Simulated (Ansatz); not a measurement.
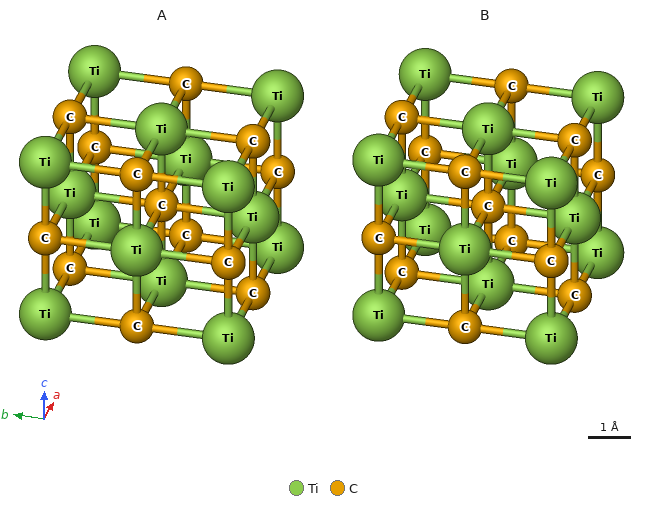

Two geometries of solid TiC (set up in Fm-3m): one is the relaxed structure, the other was perturbed away from it. Style: ball-and-stick. Shown: the conventional cell (2 times the calculation's cell), from a free direction. Lengths and directions refer to the drawn axes.

These are results of Ansatz 0.2.0, DFT PBEsol, scalar-relativistic, plane waves, PAW, not measurements. (plane-wave cutoff 420 eV; k-point mesh 18 × 18 × 12; occupations gaussian; smearing width 0.1 eV; no spin polarisation)

Q: Which one is perturbed?

A: Structure A is the perturbed one. Biaxial strain in the a–b plane, +6.0 %, is applied. The c axis and the atoms are relaxed. Energy change: +113 meV per atom. The pressure goes from 0.0 to −17.9 GPa. The principal stresses (compression positive) are 0.0 GPa along c and −26.8 GPa across it. It is metallic before and after. Cell: a = b 4.293 → 4.551 Å (+6.0 %), c 4.293 → 4.195 Å (−2.3 %). Volume +9.8 %. The atoms keep their places relative to the cell (all moves are under 0.005 Å). Some distances before and after: C–Ti 2.147 → 2.097 to 2.275 Å. The space group (tolerance 0.01 Å) goes from Fm-3m (No. 225) to I4/mmm (No. 139).
